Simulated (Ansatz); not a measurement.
**PtSe2: density, localisation and related maps**

Input file:

```
crystal:
  lattice:
    - [-3.7150659736, 0.0, 0.0]
    - [0.0, 0.0, -4.5588344711]
    - [0.0, -6.4346830198, 0.0]
  atoms:
    - { symbol: Pt, position: [0.5366076944, 0.0, 0.5] }
    - { symbol: Pt, position: [0.9633923056, 0.0, 1.0] }
    - { symbol: Se, position: [0.4756060554, 0.725021786, 0.1666666667] }
    - { symbol: Se, position: [0.0243939446, 0.725021786, 0.6666666667] }
    - { symbol: Se, position: [0.0243939446, 0.274978214, 0.3333333333] }
    - { symbol: Se, position: [0.4756060554, 0.274978214, 0.8333333333] }
basis:
  ecutwfc: 420
kpoints:
  mp_grid: { grid: [10, 10, 6] }
hamiltonian:
  xc: lda
  pseudopotentials: { kind: paw, azcp: { folder: soft_1 } }
  dispersion: d3bj
scf:
  occupations: { method: gaussian, width: 0.15 }
output:
  forces: true
  stress: true
  eigenvalues: true
  write_density: true
  write_potential: true
  elf: true
  volumetric_format: npy
```

Launched as:

```sh
ansatz run input.yaml --threads 2 --pin off --max-ram 4096MiB --backend cpu --events-out ev --progress --plain --runs-dir out
```

Below, planes, directions and counts refer to the conventional cell (a = 4.56 Å, b = 3.72 Å, c = 6.43 Å, α = 90.00°, β = 90.00°, γ = 90.00°).

Space group P2/c; a point of a scan over the structure, not its minimum; not relaxed (largest force 1.1 eV/Å); PAW files of the earlier set (soft_1).

The calculation used DFT LDA+D3(BJ), scalar-relativistic, plane waves, PAW (Ansatz).

The density is the valence pseudo-density of a PAW calculation; it isn't the true density close to the nuclei.

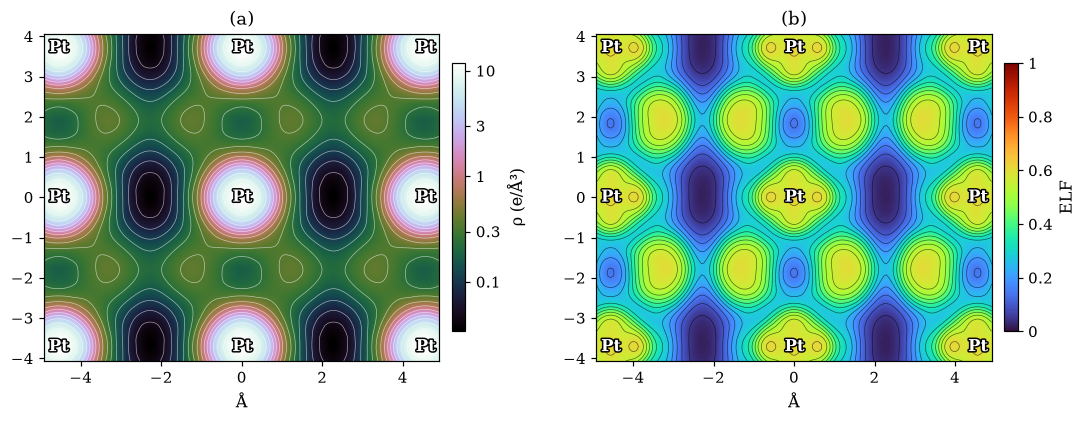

Figure 1. (a) valence pseudo-density; (b) ELF on the (001) plane of the conventional cell.

**Interpret the plot.**

Atoms in the plane: Pt.
Between the atoms the lowest density in this plane is 0.03 e/Å³.
The features right at Pt lie inside the PAW spheres, where the map follows smoothed inner orbitals and isn't to be read closely.

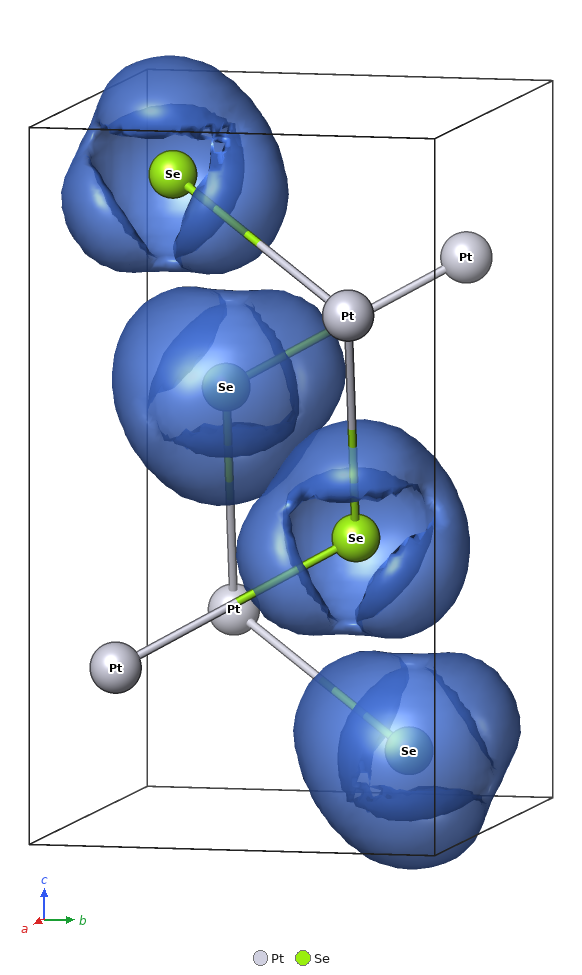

Figure 2. Isosurface of the ELF at 0.7 (blue), seen slightly off an axis. Only the valence region is drawn (cores and ρ < 0.01 e/Å³ removed). Sticks mark near contacts.

**Where are the electrons localised?**

The ELF exceeds this value in four regions wrapped around Se (the valence shell of each), counted in one cell of 6 atoms. Regions shared between cells count once. Profiles from the grid: Pt–Se (2.45 Å): the ELF is about 0.45 at the midpoint. Pt–Se (2.49 Å): the ELF is about 0.45 at the midpoint.

**Does the calculation make it a metal, or give it a gap?**

It is gapless in this calculation (a metal or semimetal); semilocal functionals without U, or without the true magnetic order, often close the gap of such compounds.
